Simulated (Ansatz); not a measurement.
# PtS$_{2}$: a changed input and its effect

System: PtS$_{2}$ (P-3m1, 3 atoms in the cell).
Method of the first run: DFT, PBE, plane waves, PAW, no spin polarisation (Ansatz 0.2.0).

The structure derives from an entry of the Crystallography Open Database. The geometry comes from this level: r2scan-rvv10 (a point of a series of volumes). Text and figures count atoms from 1; the logs count them from 0 in places.

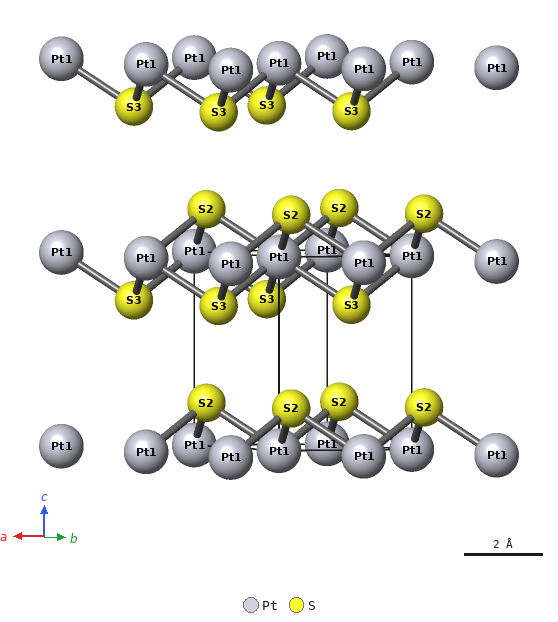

The input geometry (ball-and-stick view of the cell of the calculation, repeated 2 × 2 × 2, seen at an oblique angle; atoms are numbered from 1 in the order of the input). Near neighbours in the crystal (not all of them lie inside the picture): Pt has 6 S at 2.32 Å; S has 3 Pt at 2.32 Å.

### The input, the first run
```yaml
crystal:
  lattice:
    - [3.4552425001, 0.0, 0.0]
    - [-1.7276212501, 2.9923277814, 0.0]
    - [0.0, 0.0, 4.9824078019]
  atoms:
    - { symbol: Pt, position: [0.0, 0.0, 0.0] }
    - { symbol: S, position: [0.3333333333, 0.6666666667, 0.2392542178] }
    - { symbol: S, position: [0.6666666667, 0.3333333333, 0.7607457822] }
kpoints:
  mp_grid: { grid: [6, 6, 2] }
hamiltonian:
  xc: pbe
scf:
  occupations: { method: fermi_dirac, width: 0.02 }
  n_extra_bands: 4
output:
  forces: true
  stress: true
  eigenvalues: true
basis:
  ecutwfc: 260
```

Launched with:
```bash
ansatz run input.yaml --threads 2 --pin off --max-ram 3686MiB --backend cpu --events-out ev --progress --plain --runs-dir out
```

Hardware: 2 threads of Arm Neoverse V1, 24 GiB of memory available, shared host.

### Output, shortened to warnings, some set-up lines, iterations and results (the first run)
```
Warning: basis.ecutwfc = 260 eV is below the records' recommended 420 eV, and the density's cutoff is lower with it unless basis.ecutrho_ratio is high enough to keep the records' density cutoff: compare with a run at a higher cutoff
Basis set: ecut = 260 eV, 487 PW (Γ), exchange–correlation on 40×40×54 points (8 copies of the dense FFT grid, shifted against one another)
Symmetry: 12 space group operations
k-points: 14 of 72
Initial density: superposition of atomic densities (neutral atoms: chi_scale 0, normalization atom), corrected by the library's trained network
[...]
SCF iter   1: F=—  HF=-14326.697033 eV  |F-HF|=—  |Δ(HF+E_count)|=         —  Δρ=1.93e-2  dr2=8.26e-2  ethr=1.77e-3  ⟨swp⟩=5.9  Hψ=1348  notcnv=0
SCF iter   2: F=—  HF=-14326.678158 eV  |F-HF|=—  |Δ(HF+E_count)|=   1.89e-2  Δρ=8.42e-3  dr2=1.37e-2  ethr=2.75e-4  ⟨swp⟩=2.9  Hψ=625  notcnv=0
SCF iter   3: F=—  HF=-14326.676453 eV  |F-HF|=—  |Δ(HF+E_count)|=   1.70e-3  Δρ=3.88e-3  dr2=2.43e-3  ethr=4.58e-5  ⟨swp⟩=2.2  Hψ=356  notcnv=0
SCF iter   4: F=—  HF=-14326.676334 eV  |F-HF|=—  |Δ(HF+E_count)|=   1.19e-4  Δρ=3.02e-4  dr2=4.97e-5  ethr=8.10e-6  ⟨swp⟩=2.0  Hψ=532  notcnv=0
SCF iter   5: F=—  HF=-14326.676628 eV  |F-HF|=—  |Δ(HF+E_count)|=   2.94e-4  Δρ=6.15e-5  dr2=2.42e-6  ethr=1.66e-7  ⟨swp⟩=2.0  Hψ=386  notcnv=0
SCF iter   6: F=—  HF=-14326.676630 eV  |F-HF|=—  |Δ(HF+E_count)|=   2.14e-6  Δρ=1.42e-5  dr2=1.40e-7  ethr=8.06e-9  ⟨swp⟩=2.0  Hψ=418  notcnv=0
SCF iter   7: F=-14326.676630 eV  HF=-14326.676630 eV  |F-HF|=6.05e-9  |Δ(HF+E_count)|=   1.00e-7  Δρ=2.72e-6  dr2=6.80e-9  ethr=3.33e-10  ⟨swp⟩=4.5  Hψ=916  notcnv=0
SCF 1 converged in 7 iterations: F = -14326.676630 eV  dr2 = 6.80e-9
SCF converged after 7 iterations
Free energy (F): -14326.676630 eV
Harris-Foulkes:  -14326.676630 eV  (|F-HF|=6.05e-9)
Internal energy: -14326.676630 eV  (E = F + TS)
E sigma→0 (E₀):  -14326.676630 eV
Fermi energy:    12.549737 eV
--- Per-component energies (eV) ---
  E_band       = -293.575513
  E_kinetic    = 863.625092
  E_local      = -3008.618166  (includes V_loc(G=0)·N_el)
  E_nonlocal   = 247.860102
  E_hartree    = 1190.942579
  E_xc         = -460.161446
  E_vxc        = -483.366894  (∫ρ·V_xc dr)
  E_paw        = -10651.419961  (= ΣΔE_a)
  E_vpaw       = -294.957807  (= ΣTr[D̂ρ^β])
  E_aug_tail   = 0.000888  (compensation charges beyond the density's cutoff)
  E_ewald      = -2508.905719
  E_smearing   = -0.000000  (= −TS)
  E_closure    = -0.000000  (closes the sum)
  Σ components = -14326.676630   (vs F -14326.676630, Δ=0.00e0)
--- Forces (eV/Å), atoms counted from 1 ---
  atom   1  Pt     0.00000000     0.00000000     0.00000000
  atom   2  S      0.00000000    -0.00000000     1.40003903
  atom   3  S     -0.00000000     0.00000000    -1.40003903
  max |Σ_I F_I| component: 9.25e-18 eV/Å
--- Stress (GPa, compression-positive) ---
       21.323647       0.000000       0.000000
        0.000000      21.323647       0.000000
        0.000000       0.000000      14.741837
  P = ⅓ Tr σ = 19.1297 GPa (191.297 kbar)
```

The input of the second run differs as follows (lines with − go, lines with + come):
```diff
-    - [3.4552425001, 0.0, 0.0]
-    - [-1.7276212501, 2.9923277814, 0.0]
-    - [0.0, 0.0, 4.9824078019]
+    - [3.5046097771, 0.0, 0.0]
+    - [-1.7523048885, 3.0350810973, 0.0]
+    - [0.0, 0.0, 5.0535946739]
```

What does this change do to the results?

With the same functional and potentials, the second run lies 82.4 meV per atom lower. The gap on the mesh goes from 0.95 to 0.88 eV. The pressure goes from 19.13 to 11.07 GPa. The largest force goes from 1.400 to 0.753 eV/Å. The volume per atom goes from 17.17 to 17.92 Å³. The cell is scaled evenly with the atoms at fixed fractional positions, so −ΔP/Δ ln V estimates the bulk modulus midway between the two volumes: about 190 GPa. The number of SCF iterations is the same.

### Output, shortened to warnings, some set-up lines, iterations and results (the second run)
```
Warning: basis.ecutwfc = 260 eV is below the records' recommended 420 eV, and the density's cutoff is lower with it unless basis.ecutrho_ratio is high enough to keep the records' density cutoff: compare with a run at a higher cutoff
Basis set: ecut = 260 eV, 487 PW (Γ), exchange–correlation on 40×40×54 points (8 copies of the dense FFT grid, shifted against one another)
Symmetry: 12 space group operations
k-points: 14 of 72
Initial density: superposition of atomic densities (neutral atoms: chi_scale 0, normalization atom), corrected by the library's trained network
[...]
SCF iter   1: F=—  HF=-14326.942439 eV  |F-HF|=—  |Δ(HF+E_count)|=         —  Δρ=1.84e-2  dr2=7.85e-2  ethr=1.77e-3  ⟨swp⟩=6.1  Hψ=1342  notcnv=0
SCF iter   2: F=—  HF=-14326.925187 eV  |F-HF|=—  |Δ(HF+E_count)|=   1.73e-2  Δρ=8.08e-3  dr2=1.35e-2  ethr=2.62e-4  ⟨swp⟩=2.9  Hψ=635  notcnv=0
SCF iter   3: F=—  HF=-14326.923592 eV  |F-HF|=—  |Δ(HF+E_count)|=   1.60e-3  Δρ=3.79e-3  dr2=2.28e-3  ethr=4.50e-5  ⟨swp⟩=2.0  Hψ=304  notcnv=0
SCF iter   4: F=—  HF=-14326.923507 eV  |F-HF|=—  |Δ(HF+E_count)|=   8.48e-5  Δρ=3.08e-4  dr2=5.29e-5  ethr=7.61e-6  ⟨swp⟩=2.0  Hψ=532  notcnv=0
SCF iter   5: F=—  HF=-14326.923857 eV  |F-HF|=—  |Δ(HF+E_count)|=   3.50e-4  Δρ=5.92e-5  dr2=2.36e-6  ethr=1.76e-7  ⟨swp⟩=2.0  Hψ=386  notcnv=0
SCF iter   6: F=—  HF=-14326.923859 eV  |F-HF|=—  |Δ(HF+E_count)|=   2.03e-6  Δρ=1.42e-5  dr2=1.66e-7  ethr=7.88e-9  ⟨swp⟩=2.0  Hψ=417  notcnv=0
SCF iter   7: F=-14326.923859 eV  HF=-14326.923859 eV  |F-HF|=4.65e-9  |Δ(HF+E_count)|=   1.18e-7  Δρ=2.70e-6  dr2=7.78e-9  ethr=3.33e-10  ⟨swp⟩=4.6  Hψ=957  notcnv=0
SCF 1 converged in 7 iterations: F = -14326.923859 eV  dr2 = 7.78e-9
SCF converged after 7 iterations
Free energy (F): -14326.923859 eV
Harris-Foulkes:  -14326.923859 eV  (|F-HF|=4.65e-9)
Internal energy: -14326.923859 eV  (E = F + TS)
E sigma→0 (E₀):  -14326.923859 eV
Fermi energy:    11.727646 eV
--- Per-component energies (eV) ---
  E_band       = -311.446744
  E_kinetic    = 859.567183
  E_local      = -3059.055007  (includes V_loc(G=0)·N_el)
  E_nonlocal   = 247.989669
  E_hartree    = 1208.086848
  E_xc         = -458.692654
  E_vxc        = -481.385909  (∫ρ·V_xc dr)
  E_paw        = -10651.256567  (= ΣΔE_a)
  E_vpaw       = -294.732865  (= ΣTr[D̂ρ^β])
  E_aug_tail   = 0.000981  (compensation charges beyond the density's cutoff)
  E_ewald      = -2473.564311
  E_smearing   = -0.000000  (= −TS)
  E_closure    = 0.000000  (closes the sum)
  Σ components = -14326.923859   (vs F -14326.923859, Δ=0.00e0)
--- Forces (eV/Å), atoms counted from 1 ---
  atom   1  Pt     0.00000000     0.00000000    -0.00000000
  atom   2  S      0.00000000     0.00000000     0.75345906
  atom   3  S      0.00000000    -0.00000000    -0.75345906
  max |Σ_I F_I| component: 2.65e-31 eV/Å
--- Stress (GPa, compression-positive) ---
       12.477167      -0.000000      -0.000000
       -0.000000      12.477167      -0.000000
        0.000000      -0.000000       8.265705
  P = ⅓ Tr σ = 11.0733 GPa (110.733 kbar)
```

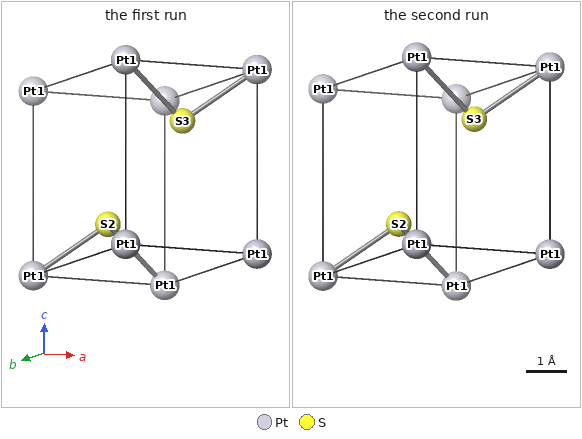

The two input geometries at one scale (ball-and-stick view of the cell of the calculation, seen at an oblique angle). No atom moves by more than 0.005 Å relative to the cell. The volume changes by +4.3 %, with a = b 3.455 → 3.505 Å (+1.4 %), c 4.982 → 5.054 Å (+1.4 %). Among the contacts that change: Pt1–S2 2.324 → 2.357 Å.

### The two runs side by side

| quantity | the first run | the second run |
| --- | --- | --- |
| outcome | converged | converged |
| free energy per atom (eV) | −4775.5589 | −4775.6413 |
| gap on the mesh (eV) | 0.95 | 0.88 |
| pressure (GPa) | 19.13 | 11.07 |
| volume per atom (Å³) | 17.17 | 17.92 |
| largest force (eV/Å) | 1.400 | 0.753 |
| SCF iterations | 7 | 7 |
| irreducible k-points | 14 | 14 |
| plane waves at Γ | 487 | 487 |

For both runs: Warnings: the cutoff is below the recommended one. Spin–orbit coupling is left out, which matters for Pt. For the first run: The k-point mesh is coarse for a cell of this size, so the results may not be converged.
